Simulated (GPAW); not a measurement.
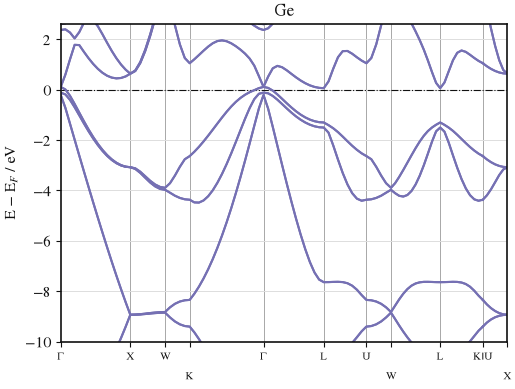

Band structure. Energies are counted from the Fermi level.

> Which Bravais lattice do the labels of the path belong to?

A face-centred cubic lattice: the path Γ–X–W–K–Γ–L–U–W–L–K|U–X runs through the special points of its Brillouin zone.

Input of the run:

```python
from ase import Atoms
from ase.dft.bandgap import bandgap
from ase.io import write
from gpaw import GPAW, PW

atoms = Atoms(['Ge', 'Ge'],
              cell=[[0.0, 2.82891, 2.82891],
                    [2.82891, 0.0, 2.82891],
                    [2.82891, 2.82891, 0.0]],
              scaled_positions=[[0.75, 0.75, 0.75],
                                [0.5, 0.5, 0.5]],
              pbc=True)

calc = GPAW(mode=PW(600),
            xc='LDA',
            kpts={'size': (4, 4, 4), 'gamma': True},
            occupations={'name': 'fermi-dirac', 'width': 0.05},
            magmoms=[[0.0, 0.0, 0.0], [0.0, 0.0, 0.0]],
            soc=True,
            symmetry='off',
            nbands=18,
            convergence={'density': 1e-05, 'energy': 1e-05},
            maxiter=150,
            txt='gpaw.txt')
atoms.calc = calc
energy = atoms.get_potential_energy()
forces = atoms.get_forces()
calc.write('gs.gpw')
write('result.traj', atoms)
print(f'Energy: {energy:.6f} eV')
print('Forces (eV/A):')
print(forces.round(4))
print('Moments:')
print(calc.get_non_collinear_magnetic_moments().round(3))
print('Fermi level:', round(calc.get_fermi_level(), 4), 'eV')
print(f'Gap: {bandgap(calc)[0]:.4f} eV, direct: {bandgap(calc, direct=True)[0]:.4f} eV')

path = atoms.cell.bandpath('GXWKGLUWLK,UX', npoints=100, eps=1e-4)
bs_calc = calc.fixed_density(kpts=path, symmetry='off', nbands=38,
                             convergence={'bands': 'CBM+6.0', 'eigenstates': 1e-6}, txt='bands.txt')
bs = bs_calc.band_structure()
bs.write('bs.json')
print(f'Gap on the path: {bandgap(bs_calc)[0]:.4f} eV')
```

System: diamond-type Ge, space group Fd-3m, 2 atoms in the primitive cell.

Method: LDA, the program's PAW data sets (release 1.2.1) made for this functional, spin-orbit coupling, no magnetisation, 4×4×4 k mesh, 600 eV cutoff, Fermi-Dirac smearing of 0.05 eV (GPAW 26.7.0).

> Does this material conduct, going by its bands?

A metal: 2 spinor bands cross the Fermi level along this path (the two partners of a degenerate pair count as two).

> Which levels at U lie nearest to the Fermi level?

At U the nearest levels lie 2.64 eV below and 1.05 eV above the Fermi level.

The k mesh is coarse (spacing up to 0.48 Å⁻¹), so the values aren't converged. This program's spin-orbit splittings come out too wide for heavy elements. The bands overlap only a little at an even electron count, and semilocal functionals can close small gaps, so the real material need not be a metal. Bands are joined in order of energy, so crossings between the computed points show as kinks or gaps.
